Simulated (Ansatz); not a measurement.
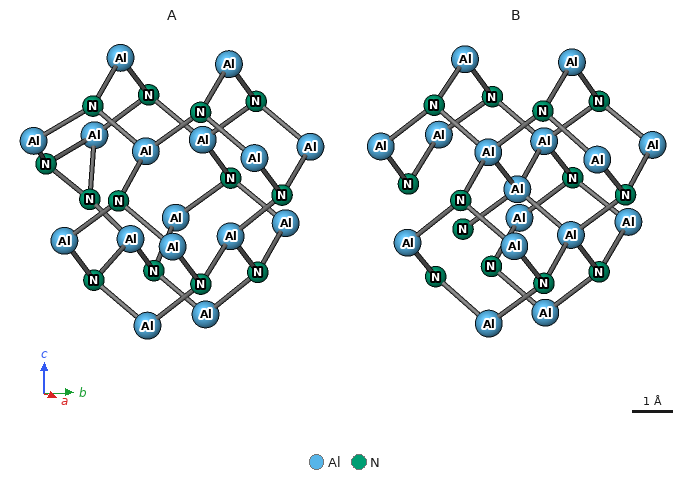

Two geometries of a defect cell of composition Al₃₂N₃₂, drawn at one scale. One is the start of a relaxation, the other its converged end. A ball-and-stick model of the atoms within 4.2 Å of the atom that moves most (axes of the cell of the calculation (origin shifted)), seen slightly off an axis.

Level of theory: Ansatz 0.2.0, DFT, PBEsol, PAW, plane waves. (plane-wave cutoff 420 eV; k-point mesh 1 × 1 × 1; mesh shifted by (0.25, 0.25, 0.25); no spin polarisation; atoms relaxed in a fixed cell; force threshold 0.03 eV/Å; at most 80 steps)

**Which geometry has the lower energy?**

Structure A is the relaxed one. The atom that moves furthest is an Al atom (1.82 Å along [−2 −2 −3]). Largest moves by element: Al 1.82 Å, N 1.34 Å. The cell stays as it was. Near-neighbour distances that change, for instance: Al–Al 1.868 → 3.169 Å, Al–Al 1.916 → 3.203 Å, Al–N 3.126 → 1.883 Å, Al–N 3.068 → 1.858 Å. New bonds form: Al–N (3.07 → 1.86 Å), Al–N (3.08 → 1.92 Å), Al–N (3.13 → 1.88 Å), N–N (1.88 → 1.45 Å). Bonds break: Al–Al (1.87 → 3.17 Å), Al–Al (1.89 → 2.88 Å), Al–Al (1.92 → 3.20 Å). Among the angles between lasting bonds that change: N–Al–N 107.6° → 111.9°, N–Al–N 108.8° → 111.5°, N–Al–N 108.0° → 110.5°. Over 18 geometry steps the energy falls by 15.571 eV per cell of the calculation. Largest force component: 7.9 eV/Å at the start, 0.018 eV/Å at the end. Cost: 86 s on 7 threads of Arm Neoverse-V2, peak memory 1.2 GiB.
